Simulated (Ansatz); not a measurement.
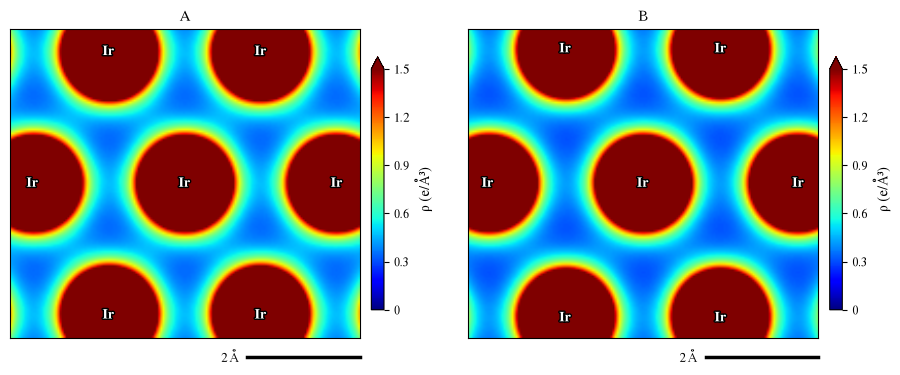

Ir. The valence charge density (pseudo) of two cells that differ in size, on the (001) plane of each (indices in the axes of the calculation cell), at one length scale and on one colour scale; one has 13.7 and the other 14.6 Å³ an atom.

The calculation used Ansatz 0.2.0, Kohn-Sham DFT of a periodic cell, PBE0, Ansatz PAW.

In a PAW calculation such maps are meaningful between the atoms, not at the nuclei.

### Which panel shows the smaller cell, and what does the compression change?

Panel A is the smaller cell, by 6 % in volume. From the larger cell to the smaller, Ir–Ir goes from 2.75 to 2.70 Å, and the density at its midpoint from 0.42 to 0.47 e/Å³; the pressure goes from −15 to 8 GPa.
